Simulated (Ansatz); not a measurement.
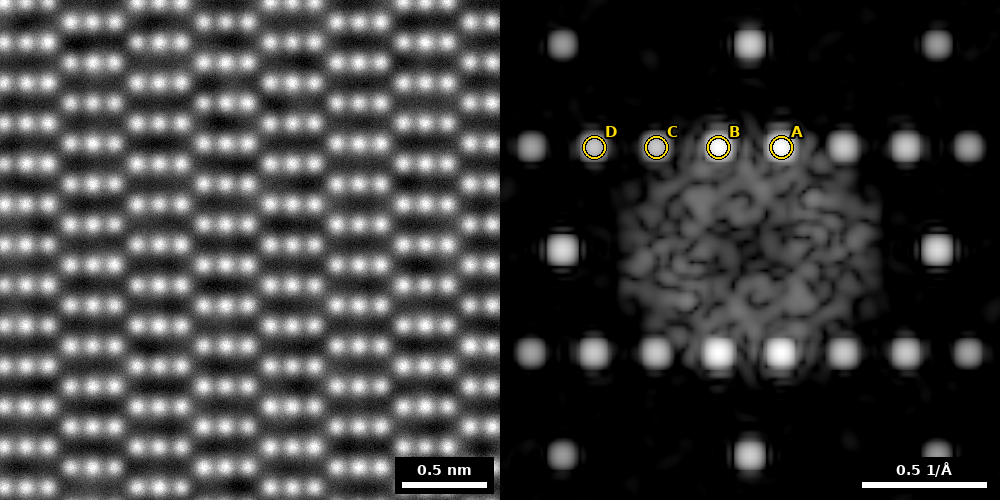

Integrated-DPC-like image of a crystal. Simulated as the projected potential of neutral atoms (B = 0.5 Å²) blurred by a 0.58 Å probe, the thin-sample limit of integrated differential phase contrast. The display is stretched by a gamma of 0.8; percentages refer to the linear signal. Shot noise and the speckle of an amorphous layer were added.

The right panel is the modulus of the image's Fourier transform on a logarithmic scale.

Q: Which lattice spacings do the marked spots stand for, and what angle do A and B enclose?

A: 2.3 Å, B: 2.3 Å, C: 1.8 Å, D: 1.3 Å; A and B enclose about 34°.

The crystal is Al (P6/mmm, No. 191) along [101]; the spots are (1 -1 -1), (1 0 -1), (1 1 -1) and (1 2 -1). Structure used: the end point of a relaxation with Ansatz 0.2.0, DFT, RPBE, plane waves (420 eV) with PAW, scalar-relativistic; the starting structure was generated, so it need not be a known form of this composition.
